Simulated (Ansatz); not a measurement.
Structure data:

```xyz
4
Lattice="3.5749 0.0000 0.0000 0.0000 3.5749 0.0000 0.0000 0.0000 3.5749" Properties=species:S:1:pos:R:3 pbc="T T T"
Al    0.0000    0.0000    0.0000
Co    1.7875    1.7875    0.0000
Co    1.7875    0.0000    1.7875
Co    0.0000    1.7875    1.7875
```

Q: Say what kind of structure these coordinates give.

A: Its composition is AlCo$_{3}$. It belongs to space group Pm-3m (No. 221) and has a primitive cubic lattice. Among the common structure types it is Cu₃Au (L1₂) type. The cell comprises 1 formula unit: 1 Al, 3 Co. Al is linked to twelve Co in a cuboctahedral arrangement at 2.53 Å. Each Co has eight Co and four Al in a cuboctahedral arrangement (2.53 Å to Co, 2.53 Å to Al). The bonds build a three-dimensional framework.

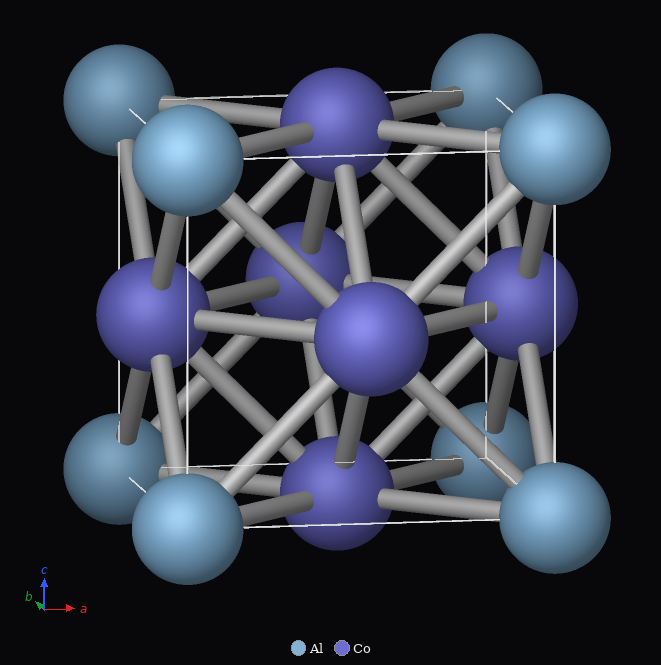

We look at a ball-and-stick model of the crystal slightly off an axis. Atoms at the boundary of the conventional unit cell (the box) are drawn once for each face, edge or corner they touch.

The starting point was a structure listed in the Materials Project. Earlier steps of the study, as a rule a relaxation of our own, may have changed the cell and positions, so they can lie some per cent off the listed ones. It went into a calculation with Ansatz.
